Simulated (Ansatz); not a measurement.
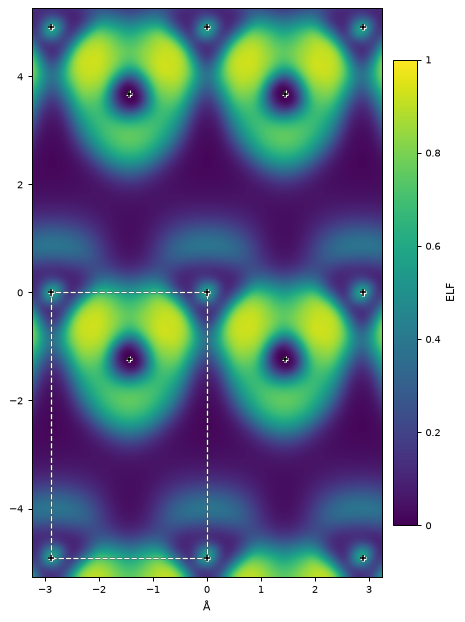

The electron localisation function on a plane through atoms (crosses mark nuclei in the plane).

The calculation used DFT r2SCAN, scalar-relativistic, plane waves, PAW (Ansatz).

Candidates:
A. SiC, a = 2.89 Å, b = 2.89 Å, c = 4.91 Å, α = 90.00°, β = 90.00°, γ = 90.00°. Space group I-4m2.
B. BN, a = 2.45 Å, b = 2.45 Å, c = 4.40 Å, α = 90.00°, β = 90.00°, γ = 120.00°. Space group P6₃mc; a structure from a database of computed crystals, not necessarily the ambient phase; changed on purpose from its base cell (strain -0.040 along x and y, +0.040 along z, atoms carried along); computed pressure about 16 GPa in this cell.

Which system is this?

Answer. Candidate A: SiC on the (010) plane of the conventional cell, which holds Si and C. Si–C (1.90 Å): the ELF peaks at about 0.95 between the atoms; localised, covalent bonding.
